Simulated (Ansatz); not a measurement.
# Ta16N (cell with a defect): what the fields show

The calculation's input:

```
crystal:
  lattice:
    - [6.6381247865, 0.0, 0.0]
    - [0.0, 6.6381247865, 0.0]
    - [0.0, 0.0, 6.6381247865]
  atoms:
    - { symbol: Ta, position: [0.0, 0.0, 0.0] }
    - { symbol: Ta, position: [0.5, 0.0, 0.0] }
    - { symbol: Ta, position: [0.0, 0.5, 0.0] }
    - { symbol: Ta, position: [0.0, 0.0, 0.5] }
    - { symbol: Ta, position: [0.25, 0.25, 0.25] }
    - { symbol: Ta, position: [0.5, 0.5, 0.0] }
    - { symbol: Ta, position: [0.5, 0.0, 0.5] }
    - { symbol: Ta, position: [0.75, 0.25, 0.25] }
    - { symbol: Ta, position: [0.0, 0.5, 0.5] }
    - { symbol: Ta, position: [0.25, 0.75, 0.25] }
    - { symbol: Ta, position: [0.25, 0.25, 0.75] }
    - { symbol: Ta, position: [0.5, 0.5, 0.5] }
    - { symbol: Ta, position: [0.75, 0.75, 0.25] }
    - { symbol: Ta, position: [0.75, 0.25, 0.75] }
    - { symbol: Ta, position: [0.25, 0.75, 0.75] }
    - { symbol: Ta, position: [0.75, 0.75, 0.75] }
    - { symbol: "N", position: [0.2313846591, 0.1236869758, 0.0039897621] }
basis:
  ecutwfc: 420
  xc_grid: 2
kpoints:
  mp_grid: { grid: [4, 4, 4], shift: [0.5, 0.5, 0.5] }
hamiltonian:
  xc: pbe
scf:
  occupations: { method: gaussian, width: 0.1 }
output:
  forces: true
  stress: false
  eigenvalues: true
  write_density: true
  write_potential: true
  elf: true
  volumetric_format: npy
relax:
  adjacent_minimum: "off"
  f_tol: 0.02
  max_steps: 60
```

Command:

```sh
ansatz run input.yaml --threads 4 --pin off --max-ram 8192MiB --backend cpu --events-out ev --progress --plain --runs-dir out
```

The fields are those of the relaxed geometry.

Computed without spin polarisation.

These are results of DFT PBE, scalar-relativistic, plane waves, PAW in Ansatz 0.2.0, not measurements.

Core electrons are frozen (PAW), and the valence fields are smoothed inside the atomic spheres.

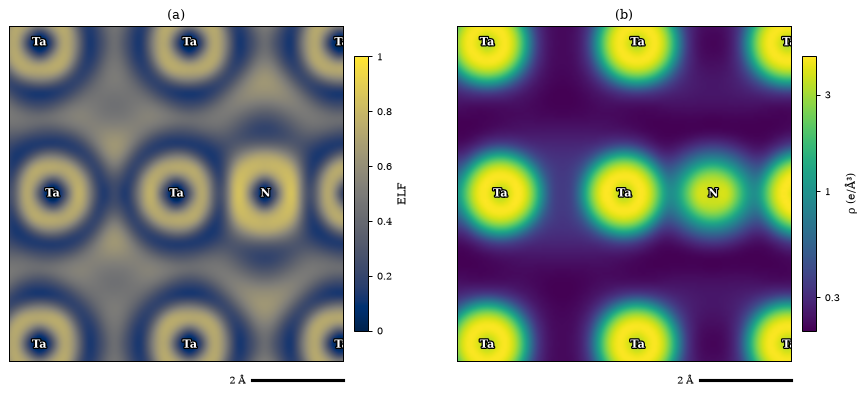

Figure 1. (a) ELF; (b) valence electron density on the (010) plane of the calculation cell.

What does the map show?

Answer. The plane passes through Ta and N nuclei.
Ta–N (1.96 Å): the density is about 1 e/Å³ at the midpoint; the ELF peaks at about 0.85 in the valence shell of N, 0.6 Å from its nucleus, and drops to about 0.25 between the two atoms: no localised pair shows between them.
Ta–Ta (2.72 Å): the density is about 0.35 e/Å³ at the midpoint; the ELF is about 0.20 at the midpoint (no localised pair shows between them).
Between the atoms the lowest density in this plane is 0.21 e/Å³.
The features right at Ta lie inside the PAW spheres, where the map follows smoothed inner orbitals and isn't to be read closely.

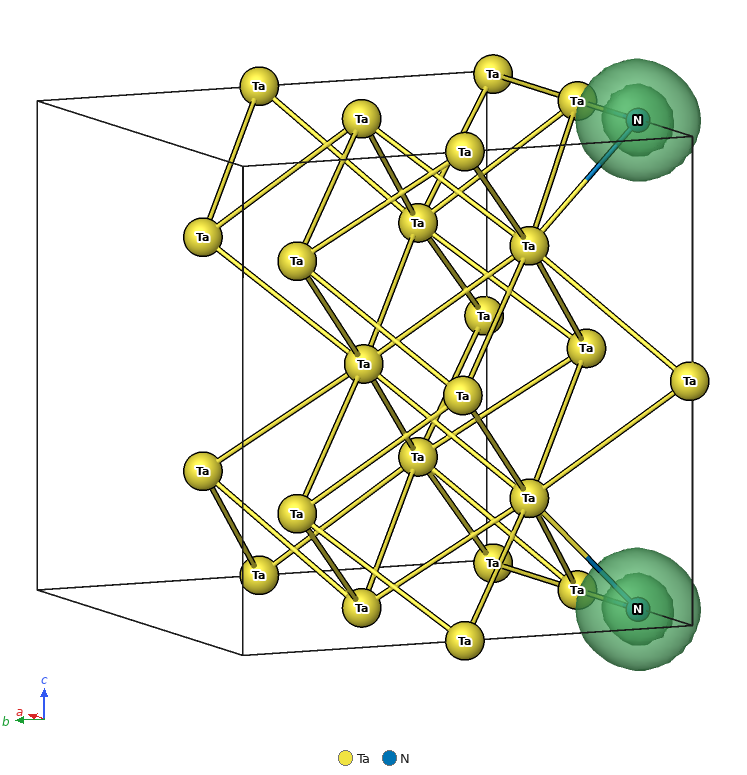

Figure 2. Isosurface of the ELF at 0.7 (green), seen at an oblique angle. Only the valence region is drawn (cores and ρ < 0.01 e/Å³ removed). Sticks mark near contacts.

Identify the bonds, lone pairs and shells in this picture.

Answer. The surface consists of one region wrapped around N (its valence shell), counted in one cell of 17 atoms. Any copies at cell faces, edges or corners count once.

Metal or insulator at this level of theory?

Answer. It is metallic or semimetallic at this level of theory: no gap opens.
